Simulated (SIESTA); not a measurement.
## A series of single points on WSi2

System: WSi2 (I4/mmm, 3 atoms in the cell).
Method: Kohn-Sham DFT of a periodic cell, PBE, PseudoDojo 0.4 standard, converted to PSML, no spin polarisation (SIESTA 5.4.2).

The 7 runs differ only in the geometry, by an even scaling of the cell at fixed fractional positions. The structure derives from an entry of the Crystallography Open Database.

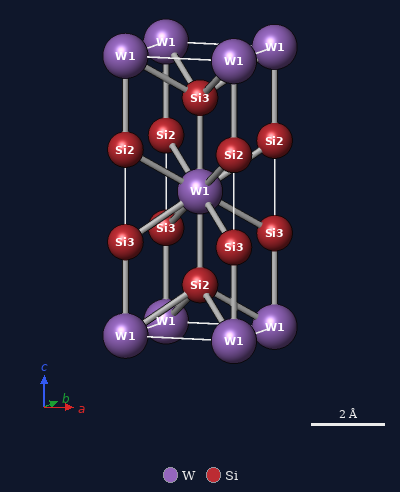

Figure 1. The structure of run 4 (ball-and-stick view of the cell 2 times as large as that of the calculation, set on its symmetry axes, seen slightly off an axis; atoms are numbered from 1 in the order of the input).

**Input of run 4**
```
SystemName                      Si2W
SystemLabel                     Si2W
NumberOfSpecies                 2
NumberOfAtoms                   3
%block ChemicalSpeciesLabel
  1  74 W
  2  14 Si
%endblock ChemicalSpeciesLabel

LatticeConstant                 1.0 Ang
%block LatticeVectors
    -1.6069000000     1.6069000000     3.9149500000
     1.6069000000    -1.6069000000     3.9149500000
     1.6069000000     1.6069000000    -3.9149500000
%endblock LatticeVectors
AtomicCoordinatesFormat         Fractional
%block AtomicCoordinatesAndAtomicSpecies
     0.0000000000     0.0000000000     0.0000000000  1  W
     0.6653000000     0.6653000000     0.0000000000  2  Si
     0.3347000000     0.3347000000     0.0000000000  2  Si
%endblock AtomicCoordinatesAndAtomicSpecies

%block kgrid.MonkhorstPack
    8   0   0  0.0
    0   8   0  0.0
    0   0   8  0.0
%endblock kgrid.MonkhorstPack
XC.Functional                   GGA
XC.Authors                      PBE
PAO.BasisSize                   DZP
PAO.EnergyShift                 0.01 Ry
Mesh.Cutoff                     800 Ry
OccupationFunction              FD
ElectronicTemperature           0.05 eV
MaxSCFIterations                120
SCF.MustConverge                false
SCF.Mixer.Method                Pulay
SCF.Mixer.Weight                0.25
SCF.Mixer.History               8
SCF.DM.Tolerance                5.0e-05
SCF.H.Tolerance                 1.0e-03 eV
WriteForces                     true
Charge.Mulliken                 end
```

Command:
```bash
siesta Si2W.fdf > Si2W.out 2>&1
```

Lattice vectors (Å) and fractional positions of run 4:
```
  -1.606900    1.606900    3.914950
   1.606900   -1.606900    3.914950
   1.606900    1.606900   -3.914950
W   0.000000  0.000000  0.000000
Si  0.665300  0.665300 -0.000000
Si  0.334700  0.334700  0.000000
```

Run 6 differs from it as follows:
```diff
-    -1.6069000000     1.6069000000     3.9149500000
-     1.6069000000    -1.6069000000     3.9149500000
-     1.6069000000     1.6069000000    -3.9149500000
+    -1.6280458460     1.6280458460     3.9664684080
+     1.6280458460    -1.6280458460     3.9664684080
+     1.6280458460     1.6280458460    -3.9664684080
```

**Results, with one run withheld**

```csv
run,volume per atom (Å³),"free energy per atom, from the lowest run given (meV)",pressure (GPa)
1,12.670,72.26,22.05
2,12.939,40.50,15.86
3,13.209,18.56,10.33
4,13.479,5.37,5.48
5,13.748,0.00,0.96
6,14.018,?,?
7,14.287,10.51,−6.85
```

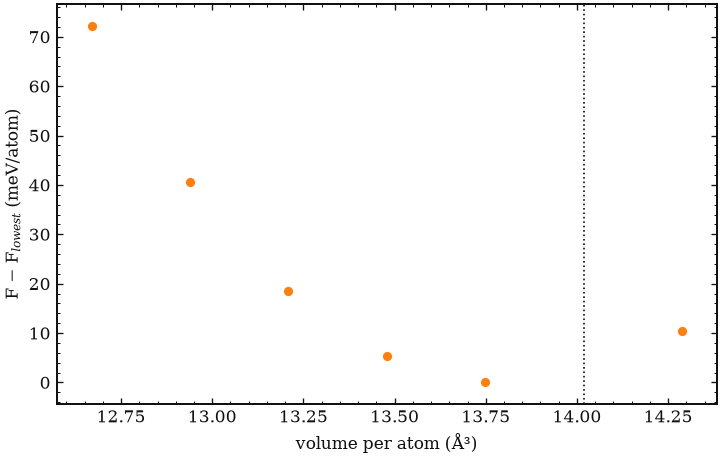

Figure 2. Free energy per atom of the runs given; the dotted line marks run 6.

What should run 6 give?

A cubic polynomial in V^(−2/3) (the Birch–Murnaghan form), fitted to the 6 runs given, misses them by at most 0.07 meV per atom. With x = V^(−2/3) − 0.17751 Å⁻², it reads F = 9.5857 + 5169.5 x + 6.9041e+05 x² + 1.1839e+05 x³ (meV per atom). At run 6 it gives 2.03 meV per atom, and the run itself gives 1.96. The slope of the fit gives a pressure −dF/dV of −3.17 GPa there, and the run prints −3.19 GPa. The fit has its minimum at 13.806 Å³ per atom, where V d²F/dV² gives 215 GPa. Cell shape and fractional positions are held, so this is the stiffness under even scaling; the relaxed bulk modulus wasn't computed.

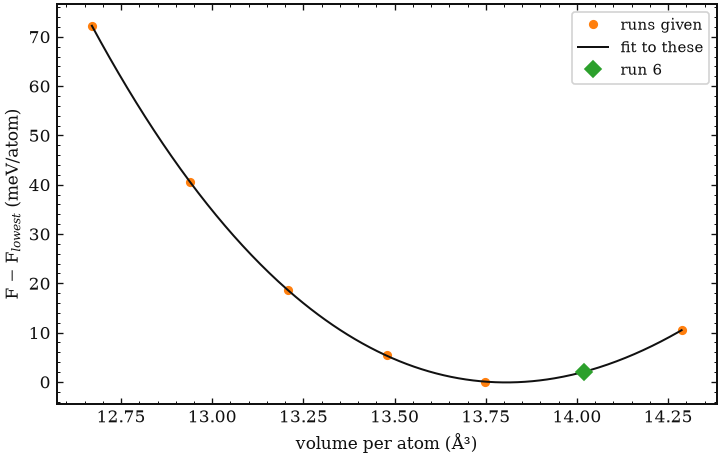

Figure 3. The fit and the withheld run.

**Some lines of the output (run 6)**
```
[...]
outcell: Cell volume (Ang**3)        :     42.0530
stepf: Fermi-Dirac step function
siesta: Etot    =     -2290.278593
siesta: FreeEng =     -2290.286374
        iscf     Eharris(eV)        E_KS(eV)     FreeEng(eV)     dDmax    Ef(eV) dHmax(eV)
siesta: E_KS(eV) =            -2294.2414
siesta: E_KS - E_eggbox =     -2294.2414
siesta: Etot    =     -2294.241423
siesta: FreeEng =     -2294.243516
siesta:         Fermi =      -3.946636
siesta: Cell volume =         42.053026 Ang**3
    Orbital volume contribution        =           2.298613 eV
```

Notes: Points of doubt noted for this run: short basis over semicore shells. Spin–orbit coupling is left out, which matters for W. With a small basis of atomic orbitals these values can differ much from converged plane-wave results.
